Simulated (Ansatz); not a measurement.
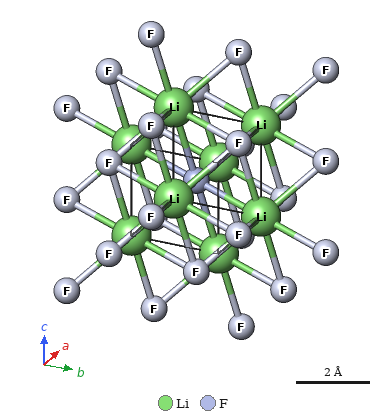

The crystal in a ball-and-stick representation, seen from a general direction. The lines enclose the conventional unit cell; boundary atoms appear with their images. Atoms just outside the outline that bond to atoms inside are added, in fainter colours.

LiF, space group P4/mmm (No. 123), a = 2.66 Å, b = 2.66 Å, c = 2.76 Å, α = 90.00°, β = 90.00°, γ = 90.00°.

The numbers come from DFT PBE, scalar-relativistic, plane waves, PAW (Ansatz 0.2.0), using an energy cutoff of 420 eV, 10×10×10 k-mesh, Gaussian smearing of 0.05 eV, no spin polarisation.

Classify it as metallic or gapped, with the value.

An insulator at this level, with a gap of 6.28 eV on the k-mesh (the true edges may lie between mesh points, so the gap can be somewhat smaller).

What is the pressure at this volume?

The computed pressure is -7.5 GPa (stretched: it would shrink). The stress isn't hydrostatic: its largest component is 12.9 GPa.

The model was built from a structure listed in the Materials Project. The cell was then strained or its atoms displaced on purpose. Ansatz was used for an electronic-structure calculation on it.

At this level of theory the cell isn't at rest (stretched, at -7 GPa), so its distances can differ from those at equilibrium, the more so the softer the solid.
